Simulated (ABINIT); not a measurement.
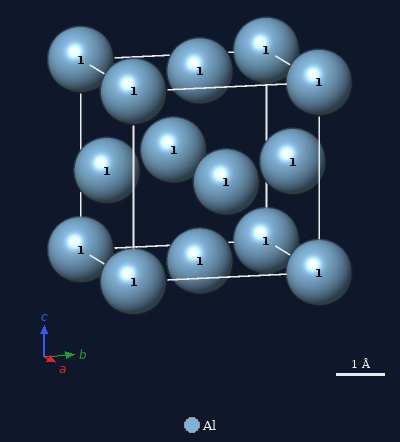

Fig. 1: The structure as given in the input (spheres-only view of the cell 4 times as large as that of the calculation, set on its symmetry axes, seen slightly off an axis; atoms are numbered from 1 in the order of the input). An atom can appear more than once, as a periodic image.

Run report: Al, geometry relaxation (part 1 of 2)

- system: Al (Fm-3m, 1 atom in the cell)
- method: Kohn-Sham DFT of a periodic cell, PBEsol, PseudoDojo NC SR PBEsol v0.4.1 standard, no spin polarisation (ABINIT 10.8.3)

The structure derives from an entry of the Crystallography Open Database.

The program's output
```
.Version 10.8.3 of ABINIT
 Symmetries : space group Fm -3 m (#225); Bravais cF (face-center cubic)
================================================================================
 Values of the parameters that define the memory need of the present run
     intxc =       0    ionmov =       2      iscf =       7    lmnmax =       6
     lnmax =       6     mgfft =      24  mpssoang =       3    mqgrid =    3001
     natom =       1  nloc_mem =       1    nspden =       1   nspinor =       1
    nsppol =       1      nsym =      48    n1xccc =    2501    ntypat =       1
    occopt =       3   xclevel =       2
       mpw =         618          nfft =       13824          nkpt =          29
================================================================================
================================================================================

--------------------------------------------------------------------------------
------------- Echo of variables that govern the present computation ------------
--------------------------------------------------------------------------------
 -outvars: echo values of preprocessed input variables --------
            acell      1.0000000000E+00  1.0000000000E+00  1.0000000000E+00 Bohr
              amu      2.69815390E+01
          chkprim           0
      chksymtnons           0
          dilatmx      1.08000000E+00
             ecut      2.00000000E+01 Hartree
           ecutsm      5.00000000E-01 Hartree
           ionmov           2
              ixc     -116133
         kptrlatt        8    0    0      0    8    0      0    0    8
          kptrlen      4.32899472E+01
            natom           1
            nband           6
            ngfft          24      24      24
             nkpt          29
            nstep          80
             nsym          48
            ntime          50
           ntypat           1
           occopt           3
          optcell           2
           prtden           0
        prtebands           0
           prteig           0
            prtwf           0
            rprim      0.0000000000E+00  3.8263269058E+00  3.8263269058E+00
                       3.8263269058E+00  0.0000000000E+00  3.8263269058E+00
                       3.8263269058E+00  3.8263269058E+00  0.0000000000E+00
          spgroup         225
           tolmxf      2.00000000E-05
           tolsym      1.00000000E-06
           tolvrs      1.00000000E-12
           tsmear      1.83747000E-03 Hartree
            typat      1
            znucl       13.00000

================================================================================

 chkinp: Checking input parameters for consistency.

================================================================================
== DATASET  1 ==================================================================

--- !DatasetInfo
iteration_state: {dtset: 1, }
dimensions: {natom: 1, nkpt: 29, mband: 6, nsppol: 1, nspinor: 1, nspden: 1, mpw: 618, }
cutoff_energies: {ecut:  20.0, pawecutdg:  -1.0, }
electrons: {nelect:   3.00000000E+00, charge:   0.00000000E+00, occopt:   3.00000000E+00, tsmear:   1.83747000E-03, }
meta: {optdriver: 0, ionmov: 2, optcell: 2, iscf: 7, paral_kgb: 0, }
...

 Real(R)+Recip(G) space primitive vectors, cartesian coordinates (Bohr,Bohr^-1):
 R(1)=  0.0000000  3.8263269  3.8263269  G(1)= -0.1306736  0.1306736  0.1306736
 R(2)=  3.8263269  0.0000000  3.8263269  G(2)=  0.1306736 -0.1306736  0.1306736
 R(3)=  3.8263269  3.8263269  0.0000000  G(3)=  0.1306736  0.1306736 -0.1306736
 Unit cell volume ucvol=  1.1204080E+02 bohr^3
 Angles (23,13,12)=  6.00000000E+01  6.00000000E+01  6.00000000E+01 degrees

 getcut: wavevector=  0.0000  0.0000  0.0000  ngfft=  24  24  24
         ecut(hartree)=     23.328   => boxcut(ratio)=   2.03991

--- Pseudopotential description ------------------------------------------------
- pspini: atom type   1  psp file is ./Al.upf
  13.00000   3.00000  180301                  znucl, zion, pspdat
12 -116133 2 -1 1876                          pspcod,pspxc,lmax,lloc,mmax
     nproj     2     2     2

   2.05527854E+00                                ecore*ucvol(ha*bohr**3)
--------------------------------------------------------------------------------

================================================================================

=== [ionmov= 2] Broyden-Fletcher-Goldfarb-Shanno method (forces)
================================================================================

--- Iteration: ( 1/50) Internal Cycle: (1/1)
--------------------------------------------------------------------------------

---SELF-CONSISTENT-FIELD CONVERGENCE--------------------------------------------

--- !BeginCycle
iteration_state: {dtset: 1, itime: 1, icycle: 1, }
solver: {iscf: 7, nstep: 80, nline: 4, wfoptalg: 0, }
tolerances: {tolvrs: 1.00E-12, }
...

     iter   Etot(hartree)      deltaE(h)  residm     vres2
 ETOT  1  -2.3186530543873    -2.319E+00 4.816E-02 9.408E-01
 ETOT  2  -2.3198601830449    -1.207E-03 1.933E-03 4.784E-02
 ETOT  3  -2.3198655968247    -5.414E-06 5.812E-04 1.141E-04
 ETOT  4  -2.3198656131943    -1.637E-08 6.386E-04 5.128E-07
 ETOT  5  -2.3198656132819    -8.755E-11 2.197E-04 4.314E-09
 ETOT  6  -2.3198656132825    -6.595E-13 2.256E-04 3.244E-11
 ETOT  7  -2.3198656132826    -1.421E-14 7.136E-05 8.961E-14

 At SCF step    7       vres2   =  8.96E-14 < tolvrs=  1.00E-12 =>converged.

 Cartesian components of stress tensor (hartree/bohr^3)
  sigma(1 1)=  6.99752998E-05  sigma(3 2)=  0.00000000E+00
  sigma(2 2)=  6.99752998E-05  sigma(3 1)=  0.00000000E+00
  sigma(3 3)=  6.99752998E-05  sigma(2 1)=  0.00000000E+00

--- !ResultsGS
iteration_state: {dtset: 1, itime: 1, icycle: 1, }
comment   : Summary of ground state results
lattice_vectors:
- [  0.0000000,   3.8263269,   3.8263269, ]
- [  3.8263269,   0.0000000,   3.8263269, ]
- [  3.8263269,   3.8263269,   0.0000000, ]
lattice_lengths: [   5.41124,    5.41124,    5.41124, ]
lattice_angles: [ 60.000,  60.000,  60.000, ] # degrees, (23, 13, 12)
lattice_volume:   1.1204080E+02
convergence: {deltae: -1.421E-14, res2:  8.961E-14, residm:  7.136E-05, diffor: null, }
etotal    :  -2.31986561E+00
entropy   :   0.00000000E+00
fermie    :   2.82424208E-01
cartesian_stress_tensor: # hartree/bohr^3
- [  6.99752998E-05,   0.00000000E+00,   0.00000000E+00, ]
- [  0.00000000E+00,   6.99752998E-05,   0.00000000E+00, ]
- [  0.00000000E+00,   0.00000000E+00,   6.99752998E-05, ]
pressure_GPa:  -2.0587E+00
xred      :
- [  0.0000E+00,   0.0000E+00,   0.0000E+00, Al]
cartesian_forces: # hartree/bohr
- [ -0.00000000E+00,  -0.00000000E+00,  -0.00000000E+00, ]
force_length_stats: {min:   0.00000000E+00, max:   0.00000000E+00, mean:   0.00000000E+00, }
...

 Integrated electronic density in atomic spheres:
 ------------------------------------------------
 Atom  Sphere_radius  Integrated_density
    1        2.00000          0.86942869

---OUTPUT-----------------------------------------------------------------------

 Cartesian coordinates (xcart) [bohr]
  0.00000000000000E+00  0.00000000000000E+00  0.00000000000000E+00
 Reduced coordinates (xred)
  0.00000000000000E+00  0.00000000000000E+00  0.00000000000000E+00
 Cartesian forces (fcart) [Ha/bohr]; max,rms= 0.00000E+00 0.00000E+00 (free atoms)
 -0.00000000000000E+00 -0.00000000000000E+00 -0.00000000000000E+00
 Gradient of E wrt nuclear positions in reduced coordinates (gred)
  0.00000000000000E+00  0.00000000000000E+00  0.00000000000000E+00
 Scale of Primitive Cell (acell) [bohr]
  1.00000000000000E+00  1.00000000000000E+00  1.00000000000000E+00
 Real space primitive translations (rprimd) [bohr]
  0.00000000000000E+00  3.82632690580000E+00  3.82632690580000E+00
  3.82632690580000E+00  0.00000000000000E+00  3.82632690580000E+00
  3.82632690580000E+00  3.82632690580000E+00  0.00000000000000E+00
 Unitary Cell Volume (ucvol) [Bohr^3]=  1.12040802429276E+02
 Angles (23,13,12)= [degrees]
  6.00000000000000E+01  6.00000000000000E+01  6.00000000000000E+01
 Lengths [Bohr]
  5.41124340425544E+00  5.41124340425544E+00  5.41124340425544E+00
 Stress tensor in cartesian coordinates (strten) [Ha/bohr^3]
  6.99752997846566E-05  0.00000000000000E+00  0.00000000000000E+00
  0.00000000000000E+00  6.99752997846566E-05  0.00000000000000E+00
  0.00000000000000E+00  0.00000000000000E+00  6.99752997846566E-05
 Total energy (etotal) [Ha]= -2.31986561328255E+00

--- Iteration: ( 2/50) Internal Cycle: (1/1)
--------------------------------------------------------------------------------

---SELF-CONSISTENT-FIELD CONVERGENCE--------------------------------------------

--- !BeginCycle
iteration_state: {dtset: 1, itime: 2, icycle: 1, }
solver: {iscf: 7, nstep: 80, nline: 4, wfoptalg: 0, }
tolerances: {tolvrs: 1.00E-12, }
...

     iter   Etot(hartree)      deltaE(h)  residm     vres2
 ETOT  1  -2.3199089918779    -2.320E+00 2.954E-05 2.256E-04
 ETOT  2  -2.3199090093437    -1.747E-08 8.953E-06 9.941E-06
 ETOT  3  -2.3199090104537    -1.110E-09 5.107E-06 2.779E-08
 ETOT  4  -2.3199090104579    -4.184E-12 2.677E-06 9.895E-11
 ETOT  5  -2.3199090104579    -4.130E-14 1.547E-06 6.125E-13

 At SCF step    5       vres2   =  6.13E-13 < tolvrs=  1.00E-12 =>converged.

 Cartesian components of stress tensor (hartree/bohr^3)
  sigma(1 1)=  5.31959153E-05  sigma(3 2)=  0.00000000E+00
  sigma(2 2)=  5.31959153E-05  sigma(3 1)=  0.00000000E+00
  sigma(3 3)=  5.31959153E-05  sigma(2 1)=  0.00000000E+00

--- !ResultsGS
iteration_state: {dtset: 1, itime: 2, icycle: 1, }
comment   : Summary of ground state results
lattice_vectors:
- [  0.0000000,   3.8182945,   3.8182945, ]
- [  3.8182945,   0.0000000,   3.8182945, ]
- [  3.8182945,   3.8182945,   0.0000000, ]
lattice_lengths: [   5.39988,    5.39988,    5.39988, ]
lattice_angles: [ 60.000,  60.000,  60.000, ] # degrees, (23, 13, 12)
lattice_volume:   1.1133667E+02
convergence: {deltae: -4.130E-14, res2:  6.125E-13, residm:  1.547E-06, diffor: null, }
etotal    :  -2.31990901E+00
entropy   :   0.00000000E+00
fermie    :   2.84735490E-01
cartesian_stress_tensor: # hartree/bohr^3
- [  5.31959153E-05,   0.00000000E+00,   0.00000000E+00, ]
- [  0.00000000E+00,   5.31959153E-05,   0.00000000E+00, ]
- [  0.00000000E+00,   0.00000000E+00,   5.31959153E-05, ]
pressure_GPa:  -1.5651E+00
xred      :
- [  0.0000E+00,   0.0000E+00,   0.0000E+00, Al]
cartesian_forces: # hartree/bohr
- [ -0.00000000E+00,  -0.00000000E+00,  -0.00000000E+00, ]
force_length_stats: {min:   0.00000000E+00, max:   0.00000000E+00, mean:   0.00000000E+00, }
...

 Integrated electronic density in atomic spheres:
 ------------------------------------------------
 Atom  Sphere_radius  Integrated_density
    1        2.00000          0.89021391

---OUTPUT-----------------------------------------------------------------------
```
